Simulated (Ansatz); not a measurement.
TiO2

```xyz
9
Lattice="2.9947 0.0000 0.0000 -1.4973 2.5935 0.0000 0.0000 0.0000 20.9446" Properties=species:S:1:pos:R:3 pbc="T T T"
Ti    0.0000    0.0000    0.0000
Ti    1.4973    0.8645    6.9815
Ti    0.0000    1.7290   13.9632
O     0.0000    1.7290    0.9676
O     0.0000    0.0000    7.9491
O     1.4973    0.8645   14.9308
O     0.0000    1.7290    6.0138
O     0.0000    0.0000   12.9955
O     1.4973    0.8645   19.9770
```

Space group R-3m; a structure from a database of computed crystals, not necessarily the ambient phase; not relaxed (largest force 0.7 eV/Å); computed pressure about −5 GPa in this cell.

The calculation used Kohn-Sham DFT of a periodic cell, PBE0, Ansatz PAW (Ansatz).

In a PAW calculation such maps are meaningful between the atoms, not at the nuclei.

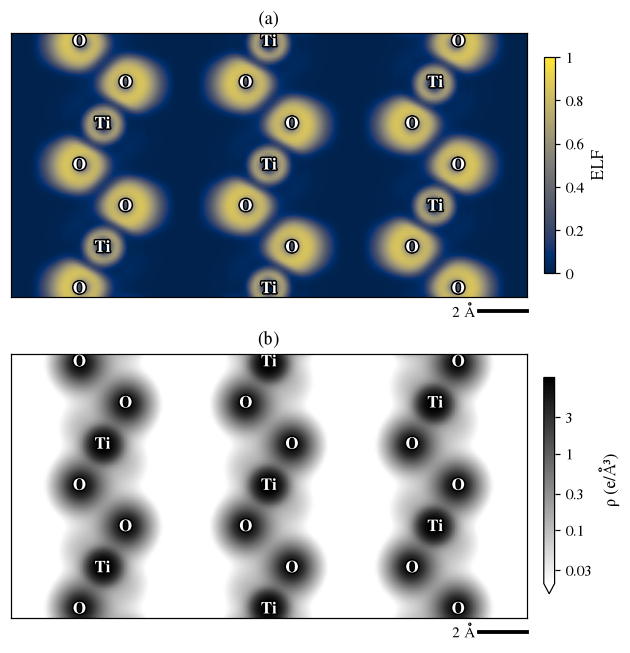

Figure 1. (a) electron localisation function; (b) valence pseudo-density on the (110) plane of the conventional cell.

### What do the fields say about this system?

Atoms in the plane: Ti and O. Ti–O (1.98 Å): ρ is about 0.69 e/Å³ halfway; the ELF peaks at about 0.80 in the valence shell of O, 0.6 Å from its nucleus, and is about 0.20 at the midpoint (no localised pair shows between them). The density dies away to nearly zero in the voids. The features right at Ti lie inside the PAW spheres, where the map follows smoothed inner orbitals and isn't to be read closely.

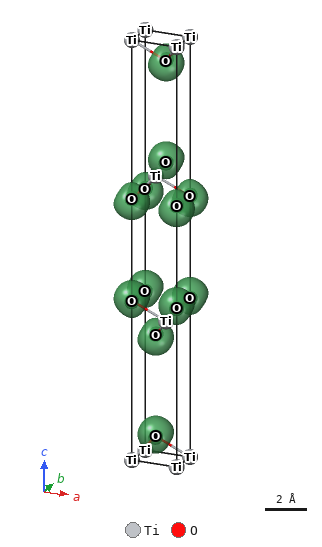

Figure 2. Isosurface of the ELF at 0.7 (green), seen slightly off an axis. Core shells and regions of very low density are left out. Sticks mark near contacts.

### Identify the bonds, lone pairs and shells in this picture.

The surface consists of six regions wrapped around O (the valence shell of each), counted in one cell of 9 atoms. Any copies at cell faces, edges or corners count once.

### Does the calculation make it a metal, or give it a gap?

It is gapped, with a Kohn–Sham gap of 5.0 eV on the k-point mesh, an upper bound to the gap of this method.
